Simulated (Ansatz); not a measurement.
Run report: Ni, single-point calculation (part 1 of 4)

Ni (2 atoms in the cell), computed with DFT, PBE0, PAW, plane waves, scalar-relativistic, spin-polarised (Ansatz 0.2.0).

The structure derives from an entry of the Crystallography Open Database. It belongs to a series of runs on one base structure; here: a moment on one site alone, plain SCF. Figures and captions count atoms from 1; the log counts them from 0 in places.

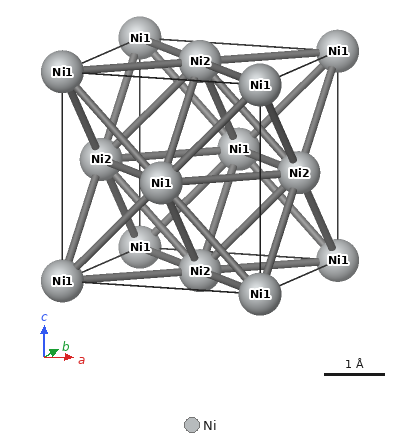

Fig. 1: The input geometry (ball-and-stick view of the cell 2 times as large as that of the calculation, set on its symmetry axes, seen slightly off an axis; atoms are numbered from 1 in the order of the input). Near neighbours in the crystal (not all of them lie inside the picture): Ni has 12 Ni at 2.51 Å.

**Input file**
```yaml
crystal:
  lattice:
    - [-1.7721, -3.5442, -1.7721]
    - [-1.7721, 0.0, -1.7721]
    - [1.7721, 0.0, -1.7721]
  atoms:
    - { symbol: Ni, position: [0.0, 0.0, 0.0], spin: 2.0 }
    - { symbol: Ni, position: [0.5, 0.0, 0.5] }
magnetization:
  spin_polarized: true
hamiltonian:
  xc: pbe0
  pseudopotentials: { kind: paw }
basis:
  ecutwfc: 420
kpoints:
  mp_grid: { grid: [4, 6, 5] }
scf:
  occupations: { method: gaussian, width: 0.05 }
  lower_state_search: "off"
output:
  forces: true
  stress: true
  write_density: true
  write_potential: true
  elf: true
  volumetric_format: npy
```

Machine: 4 threads of Arm Neoverse V1, 24 GiB of memory available, shared host.

Run as:
```bash
ansatz run input.yaml --threads 4 --pin off --max-ram 10240MiB --backend cpu --events-out ev --progress --plain --runs-dir out
```

**The program's output**
```
Warning: crystal.symmetry: narrowed to the stabiliser of the k-point mesh — unitary ops 16 → 4; excluded 12 operations that carry a point of the 4×6×5 mesh (shift [0, 0, 0]) off the mesh (the run samples exactly the mesh kpoints.mp_grid names, as under crystal.symmetry.detect: false, and its converged state has the mesh's symmetry, not the crystal's; ε∞, the Born charges and the force constants of a linear response (`dielectric:` by the response, `phonons.method: dfpt`) are averaged over those of the crystal's operations that the state keeps within a tolerance, where `mesh_tensors`, `unaveraged_element` or `gamma_mean_max_change_ev_ang2` stands beside them; a row that `dielectric.field_direction` solves alone is averaged likewise, with nothing beside; a Γ-centred mesh of equal divisions is mapped onto itself by every operation and keeps the whole group, as does a half-shifted one under kpoints.further_shifts: images)
Warning: output.stress: scf.convergence.dr2_threshold = 1e-7 eV (the SCF's general default) is looser than the 2e-10 eV advised for a printed stress (1e-10 eV for each atom of the cell: 2). What an SCF threshold leaves in a stress goes as its square root, and in the free energy as the threshold itself, and one threshold admits the most on a small cell: of the crystals measured, under no hybrid functional and no lock of the moments, on runs that ended without the residual-converged pass, on stresses that held no estimate of that error, the worst erred by over 100 MPa in a component at 1e-7 eV an atom and by under 5 at 1e-10. Set scf.convergence.dr2_threshold to 2e-10 eV or tighter. The threshold is an SCF's pass mark: one that does not reach it within its budget of iterations ends unconverged, or closes short of it on a stop that the run arms, and scf.convergence.dr2_threshold's page says what that costs each kind of run
Warning: output.stress: scf.exx.energy_threshold = 1e-6 eV is looser than the 2e-8 eV advised for a stress under a hybrid functional (1e-8 eV for each atom of the cell: 2). Every SCF of the exchange loop can meet its threshold on dr2 while the loop round them stops early: no threshold on dr2 bounds what that leaves in the stress. Set scf.exx.energy_threshold to 2e-8 eV or tighter. The threshold is the loop's pass mark: a loop that does not reach it within its budget of cycles ends unconverged, and scf.exx.energy_threshold's page has the law
Engine: ansatz 0.2.0, aarch64-unknown-linux-gnu
Pseudopotentials: kind: paw
Pseudopotential: Ni, paw, valence charge 18, recommended cutoff 420 eV (normal), Ni.paw.azcp
Functional definition: PBE0
  parameter a = 0.25
  parameter kappa = 0.804
  parameter beta = 0.06672455060314922
  exchange = (1 - a)*pbe_x(kappa = kappa, mu = beta*pi^2/3) + a*exact_x
  correlation = pbe_c(beta = beta)
Crystal: 2 atoms, lattice volume = 22.260 Å³
Basis set: ecut = 420 eV, 451 PW (Γ), exchange–correlation on 60×36×36 points (8 copies of the dense FFT grid, shifted against one another)
Bands: 23, of which v1, the nominal top of the filled ones, is band 18 counted from 1 (17 counted from 0)
Symmetry: 4 space group operations
k-points: 42 of 120
Non-local potential: Ni, projectors of the file, l = 0: 3, l = 1: 2, l = 2: 3, l = 3: 1
PAW form: soft (Blöchl's): semilocal exchange-correlation on the pseudo side does not see the compensation charge
PAW frozen core: Ni, regenerated for the run's functional, and the local potential with it (the file was generated under x = pbe(κ = 0.804, μ = 0.2195149727645171), c = pbe(β = 0.06672455060314922))
PAW one-centre angular grid: Ni, 590 points (default); XC on 64 Gauss nodes
Initial density: superposition of atomic densities (chi_scale 0.1, normalization cell)
Starting moments: Σ|m| = 2 μB on 1 of 2 sites
Initial wavefunctions: pseudopotential atomic-orbital guess
Functional: x = pbe(κ = 0.804, μ = 0.2195149727645171), c = pbe(β = 0.06672455060314922), warm-up for x = 0.75 pbe(κ = 0.804, μ = 0.2195149727645171) + 0.25 exact, c = pbe(β = 0.06672455060314922)
iter 1 solved again at ethr=7.51e-3 eV; its pass at ethr=1.00e-1 eV (dr2=2.70e0 eV) is discarded
SCF iter   1: F=—  HF=-11679.188785 eV  |F-HF|=—  |Δ(HF+E_count)|=         —  Δρ=1.14e-1 (↑1.14e-1 ↓3.65e-2)  dr2=2.73e0  dr2_m=7.48e-1  M=1.473 μB ∫|m|=1.574 μB  β_m=0.30  ethr=7.51e-3  ⟨swp⟩=2.6  Hψ=9281  notcnv=0
preconditioner: auto → none  [metal: Δε(μ)=0.012 eV  Ē_g=9.906 eV  σ=0.050 eV  W_gap=0.14  n_scr=6 (ndim 8)  ℏωp=35.2 eV  f_vac=0.000  D(μ)=3.23/eV (n_scr^D=48)  sad-step TF]
SCF iter   2: F=—  HF=-11679.469083 eV  |F-HF|=—  |Δ(HF+E_count)|=   2.80e-1  Δρ=2.48e-1 (↑5.37e-2 ↓2.48e-1)  dr2=8.21e0  dr2_m=4.12e0  M=1.204 μB ∫|m|=1.302 μB  β_m=0.30  ethr=7.51e-3  ⟨swp⟩=2.9  Hψ=3978  notcnv=0  defer=4
iter 3 solved again at ethr=1.83e-4 eV; its pass at ethr=7.51e-3 eV (dr2=6.57e-2 eV) is discarded
SCF iter   3: F=—  HF=-11679.129472 eV  |F-HF|=—  |Δ(HF+E_count)|=   3.40e-1  Δρ=8.70e-2 (↑8.70e-2 ↓7.45e-2)  dr2=7.25e-2  dr2_m=1.32e0  M=1.523 μB ∫|m|=1.672 μB  β_m=0.30  ethr=1.83e-4  ⟨swp⟩=3.2  Hψ=7900  notcnv=0  defer=20
SCF iter   4: F=—  HF=-11679.226183 eV  |F-HF|=—  |Δ(HF+E_count)|=   9.67e-2  Δρ=8.69e-2 (↑6.54e-2 ↓8.69e-2)  dr2=7.54e-2  dr2_m=1.18e0  M=1.446 μB ∫|m|=1.611 μB  β_m=0.30  ethr=1.83e-4  ⟨swp⟩=2.8  Hψ=3961  notcnv=0  defer=17
SCF iter   5: F=—  HF=-11679.301800 eV  |F-HF|=—  |Δ(HF+E_count)|=   7.56e-2  Δρ=7.12e-2 (↑5.22e-2 ↓7.12e-2)  dr2=8.12e-2  dr2_m=7.74e-1  M=1.438 μB ∫|m|=1.609 μB  β_m=0.30  ethr=1.83e-4  ⟨swp⟩=2.6  Hψ=3958  notcnv=0  defer=8
Mixer restart at iter 5: flushing history
spin-set hold released at iteration 5 (the charge has settled, or the pull on large starting moments outlasts its swing): the magnetisation degrees of freedom join the quasi-Newton model from the next iteration; the mixer history was flushed
SCF iter   6: F=—  HF=-11679.408503 eV  |F-HF|=—  |Δ(HF+E_count)|=   1.07e-1  Δρ=6.06e-2 (↑6.06e-2 ↓3.13e-2)  dr2=1.39e0  dr2_m=9.29e-2  M=1.451 μB ∫|m|=1.626 μB  β_m=0.30  ethr=1.83e-4  ⟨swp⟩=3.7  Hψ=4868  notcnv=0  defer=13
SCF iter   7: F=—  HF=-11680.243201 eV  |F-HF|=—  |Δ(HF+E_count)|=   8.35e-1  Δρ=2.56e-1 (↑4.60e-2 ↓2.56e-1)  dr2=1.63e1  dr2_m=2.53e0  M=1.332 μB ∫|m|=1.479 μB  β_m=0.03  ethr=1.83e-4  ⟨swp⟩=4.4  Hψ=6741  notcnv=0  defer=8  recentre
SCF iter   8: F=—  HF=-11679.359384 eV  |F-HF|=—  |Δ(HF+E_count)|=   8.84e-1  Δρ=3.92e-2 (↑3.92e-2 ↓3.54e-2)  dr2=3.07e-3  dr2_m=2.83e-1  M=1.437 μB ∫|m|=1.612 μB  β_m=0.03  ethr=1.83e-4  ⟨swp⟩=4.2  Hψ=6485  notcnv=0
SCF iter   9: F=—  HF=-11679.382705 eV  |F-HF|=—  |Δ(HF+E_count)|=   2.33e-2  Δρ=3.24e-2 (↑2.86e-2 ↓3.24e-2)  dr2=5.79e-3  dr2_m=1.89e-1  M=1.433 μB ∫|m|=1.610 μB  β_m=0.08  ethr=8.53e-6  ⟨swp⟩=3.1  Hψ=4413  notcnv=0
SCF iter  10: F=—  HF=-11679.413066 eV  |F-HF|=—  |Δ(HF+E_count)|=   3.04e-2  Δρ=1.05e-2 (↑5.56e-3 ↓1.05e-2)  dr2=8.65e-3  dr2_m=1.04e-2  M=1.389 μB ∫|m|=1.578 μB  β_m=0.17  ethr=8.53e-6  ⟨swp⟩=3.6  Hψ=5398  notcnv=0  defer=1
SCF iter  11: F=—  HF=-11679.412673 eV  |F-HF|=—  |Δ(HF+E_count)|=   3.93e-4  Δρ=5.08e-3 (↑2.51e-3 ↓5.08e-3)  dr2=1.42e-3  dr2_m=2.48e-3  M=1.367 μB ∫|m|=1.561 μB  β_m=0.29  ethr=8.53e-6  ⟨swp⟩=3.1  Hψ=4547  notcnv=0
SCF iter  12: F=—  HF=-11679.413114 eV  |F-HF|=—  |Δ(HF+E_count)|=   4.40e-4  Δρ=4.39e-3 (↑2.04e-3 ↓4.39e-3)  dr2=1.05e-3  dr2_m=1.96e-3  M=1.374 μB ∫|m|=1.565 μB  β_m=0.49  ethr=3.93e-6  ⟨swp⟩=2.1  Hψ=3483  notcnv=0
SCF iter  13: F=—  HF=-11679.413741 eV  |F-HF|=—  |Δ(HF+E_count)|=   6.27e-4  Δρ=3.89e-3 (↑1.25e-3 ↓3.89e-3)  dr2=1.66e-3  dr2_m=1.20e-3  M=1.384 μB ∫|m|=1.570 μB  β_m=0.71  ethr=2.91e-6  ⟨swp⟩=2.5  Hψ=3575  notcnv=0  defer=1
SCF iter  14: F=—  HF=-11679.413788 eV  |F-HF|=—  |Δ(HF+E_count)|=   4.63e-5  Δρ=2.19e-3 (↑9.70e-4 ↓2.19e-3)  dr2=3.09e-4  dr2_m=4.57e-4  M=1.390 μB ∫|m|=1.574 μB  β_m=0.85  ethr=2.91e-6  ⟨swp⟩=2.1  Hψ=3526  notcnv=0  defer=1
SCF iter  15: F=—  HF=-11679.414011 eV  |F-HF|=—  |Δ(HF+E_count)|=   2.24e-4  Δρ=2.85e-3 (↑5.88e-4 ↓2.85e-3)  dr2=2.02e-3  dr2_m=2.92e-4  M=1.398 μB ∫|m|=1.583 μB  β_m=0.93  ethr=8.58e-7  ⟨swp⟩=2.6  Hψ=3569  notcnv=0  recentre
SCF iter  16: F=—  HF=-11679.414036 eV  |F-HF|=—  |Δ(HF+E_count)|=   2.49e-5  Δρ=2.97e-3 (↑5.90e-4 ↓2.97e-3)  dr2=2.32e-3  dr2_m=3.02e-4  M=1.398 μB ∫|m|=1.584 μB  β_m=0.66  ethr=8.58e-7  ⟨swp⟩=3.1  Hψ=4025  notcnv=0
SCF iter  17: F=—  HF=-11679.413968 eV  |F-HF|=—  |Δ(HF+E_count)|=   6.82e-5  Δρ=1.50e-3 (↑2.75e-4 ↓1.50e-3)  dr2=5.68e-4  dr2_m=8.27e-5  M=1.399 μB ∫|m|=1.585 μB  β_m=0.83  ethr=8.58e-7  ⟨swp⟩=2.0  Hψ=3478  notcnv=0
SCF iter  18: F=—  HF=-11679.413950 eV  |F-HF|=—  |Δ(HF+E_count)|=   1.85e-5  Δρ=3.68e-4 (↑9.58e-5 ↓3.68e-4)  dr2=3.01e-5  dr2_m=4.93e-6  M=1.400 μB ∫|m|=1.587 μB  β_m=0.72  ethr=8.58e-7  ⟨swp⟩=2.0  Hψ=3473  notcnv=0
SCF iter  19: F=—  HF=-11679.413949 eV  |F-HF|=—  |Δ(HF+E_count)|=   8.93e-7  Δρ=1.26e-4 (↑2.61e-5 ↓1.26e-4)  dr2=2.23e-6  dr2_m=7.46e-7  M=1.401 μB ∫|m|=1.587 μB  β_m=0.73  ethr=8.36e-8  ⟨swp⟩=2.3  Hψ=3513  notcnv=0
SCF iter  20: F=—  HF=-11679.413949 eV  |F-HF|=—  |Δ(HF+E_count)|=   5.00e-7  Δρ=1.66e-4 (↑5.98e-5 ↓1.66e-4)  dr2=8.50e-6  dr2_m=6.44e-7  M=1.401 μB ∫|m|=1.587 μB  β_m=0.73  ethr=6.19e-9  ⟨swp⟩=4.0  Hψ=4879  notcnv=0
SCF iter  21: F=—  HF=-11679.413949 eV  |F-HF|=—  |Δ(HF+E_count)|=   2.82e-7  Δρ=1.14e-4 (↑2.10e-5 ↓1.14e-4)  dr2=3.47e-6  dr2_m=4.53e-7  M=1.401 μB ∫|m|=1.587 μB  β_m=0.57  ethr=6.19e-9  ⟨swp⟩=2.9  Hψ=3653  notcnv=0
SCF iter  22: F=—  HF=-11679.413949 eV  |F-HF|=—  |Δ(HF+E_count)|=   1.18e-7  Δρ=4.10e-5 (↑9.25e-6 ↓4.10e-5)  dr2=4.66e-7  dr2_m=5.35e-8  M=1.401 μB ∫|m|=1.587 μB  β_m=0.77  ethr=6.19e-9  ⟨swp⟩=2.0  Hψ=3475  notcnv=0
SCF iter  23: F=—  HF=-11679.413949 eV  |F-HF|=—  |Δ(HF+E_count)|=   1.19e-8  Δρ=2.04e-5 (↑6.17e-6 ↓2.04e-5)  dr2=1.21e-7  dr2_m=1.08e-8  M=1.401 μB ∫|m|=1.588 μB  β_m=0.74  ethr=1.29e-9  ⟨swp⟩=2.0  Hψ=3473  notcnv=0
SCF iter  24: F=—  HF=-11679.413949 eV  |F-HF|=—  |Δ(HF+E_count)|=  7.64e-11  Δρ=1.97e-5 (↑4.24e-6 ↓1.97e-5)  dr2=1.08e-7  dr2_m=1.23e-8  M=1.401 μB ∫|m|=1.588 μB  β_m=0.52  ethr=3.35e-10  ⟨swp⟩=2.0  Hψ=3475  notcnv=0
SCF iter  25: F=—  HF=-11679.413949 eV  |F-HF|=—  |Δ(HF+E_count)|=   3.51e-9  Δρ=9.16e-6 (↑1.95e-6 ↓9.16e-6)  dr2=2.34e-8  dr2_m=2.67e-9  M=1.401 μB ∫|m|=1.588 μB  β_m=0.76  ethr=2.99e-10  ⟨swp⟩=2.0  Hψ=3473  notcnv=0
SCF iter  26: F=—  HF=-11679.413949 eV  |F-HF|=—  |Δ(HF+E_count)|=  7.84e-10  Δρ=3.09e-6 (↑5.38e-7 ↓3.09e-6)  dr2=2.41e-9  dr2_m=3.37e-10  M=1.401 μB ∫|m|=1.588 μB  β_m=0.72  ethr=6.51e-11  ⟨swp⟩=2.0  Hψ=3473  notcnv=0
SCF iter  27: F=-11679.413949 eV  HF=-11679.413949 eV  |F-HF|=1.09e-11  |Δ(HF+E_count)|=  9.09e-11  Δρ=2.00e-7 (↑7.92e-8 ↓2.00e-7)  dr2=5.00e-12  dr2_m=2.02e-12  M=1.401 μB ∫|m|=1.588 μB  ethr=6.68e-12  ⟨swp⟩=2.0  Hψ=3473  notcnv=0
SCF 1 converged in 27 iterations: F = -11679.413949 eV  dr2 = 5.00e-12
  greatest PAW one-centre occupation: 1.001 electrons in one spin orbital (limit 2), on the Ni atom at site 1 (counted from 0), in its partial waves of l = 1
Initial density: handed on by an earlier stage of this run
Starting moments: Σ|m| = 2 μB on 1 of 2 sites; this step starts from the density that it was given
Initial wavefunctions: those handed on with the density
Functional: x = 0.75 pbe(κ = 0.804, μ = 0.2195149727645171) + 0.25 exact, c = pbe(β = 0.06672455060314922)
Exchange kernel: α = 0.2500, full range, Wigner–Seitz truncation, v(0) = 6605.6164 eV·Å³, q-mesh 4×6×5, nearest image of the exchange supercell L = 12.53 Å, pair-density grid 18×12×12, without the augmentation charges, whose exchange is taken in its separable form by FFT convolution over the k-point mesh (sized by [...]
Frozen-core exchange: fock
iter 1 solved again at ethr=6.92e-4 eV; its pass at ethr=1.00e-1 eV (dr2=2.49e-1 eV) is discarded
```
